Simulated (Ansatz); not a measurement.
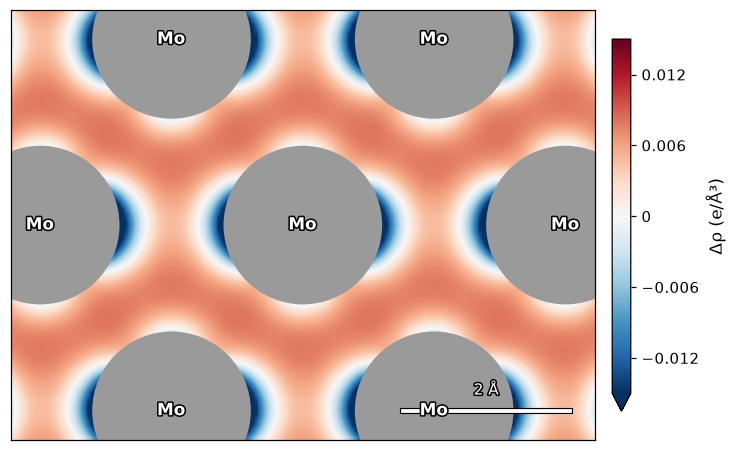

Mo: difference of two self-consistent densities at the same geometry, ρ(HSE06) − ρ(PBE), on the (011̄) plane of the conventional cell. Grey discs cover the cores, where the PAW densities can't be compared. Cores are masked to 1.0 Å (Mo).

Space group Im-3m.

Both runs: Ansatz, scalar-relativistic, plane waves and PAW, same cutoff, k-points and PAW files (made with PBE).

> How does the change of level move the electrons?

Against PBE, and outside the masked cores, the largest gain, 0.008 e/Å³, lies 1.8 Å from a molybdenum nucleus, and the largest loss lies at the edge of the masked core of Mo. At this volume the pressure is 3 GPa with PBE and roughly −4 GPa with HSE06.

Run times: 52 s (HSE06) and 2.5 s (base cell), on 2 threads of AMD EPYC 9R45 96-Core Processor (Zen 5) (shared host).
